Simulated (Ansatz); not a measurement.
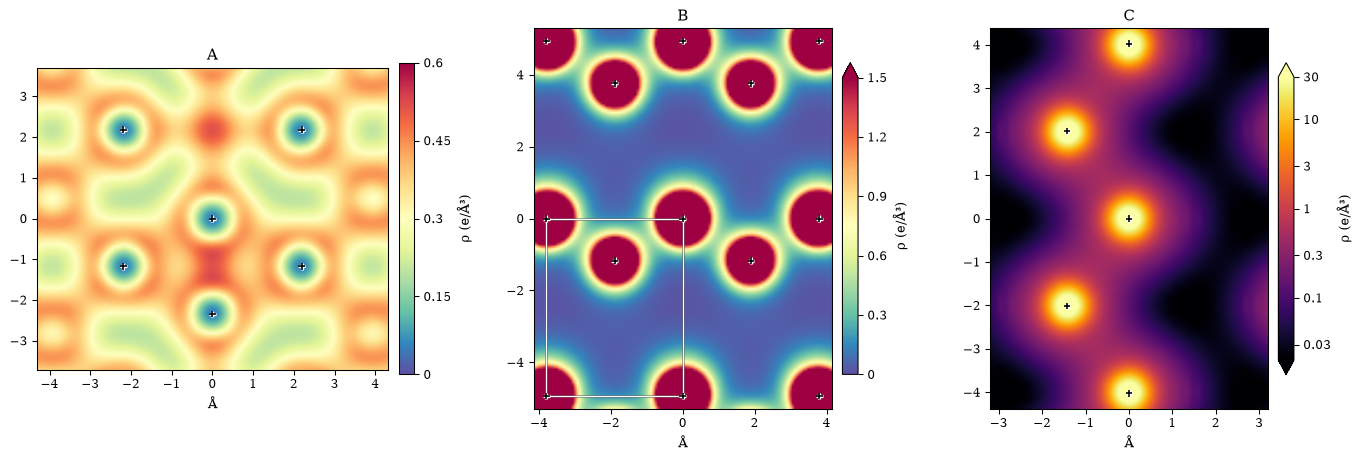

The valence charge density (pseudo) of 3 systems, each on a plane through atoms (crosses mark nuclei in the plane).

Level of theory: DFT, PBE, plane-wave PAW, default files, scalar-relativistic in Ansatz.

System 1: Ge, the (110) plane of the conventional cell. Space group Fd-3m; computed pressure about 2 GPa in this cell.

System 2: Si, the (011) plane of the conventional cell. Space group Cmce; not relaxed (largest force 0.5 eV/Å); computed pressure about 45 GPa in this cell.

System 3: SnO, the (100) plane of the conventional cell. Space group P4/nmm; computed pressure about 3 GPa in this cell.

Question: Match each panel to its system.

Answer: Panel A is system 2, Si: the plane holds Si. Si–Si (2.34 Å): ρ is about 0.52 e/Å³ halfway. Panel B is system 3, SnO: the plane holds Sn and O. Sn–O (2.23 Å): ρ at the midpoint is about 0.46 e/Å³. Panel C is system 1, Ge: the plane holds Ge. Ge–Ge (2.47 Å): the density is about 0.5 e/Å³ at the midpoint.
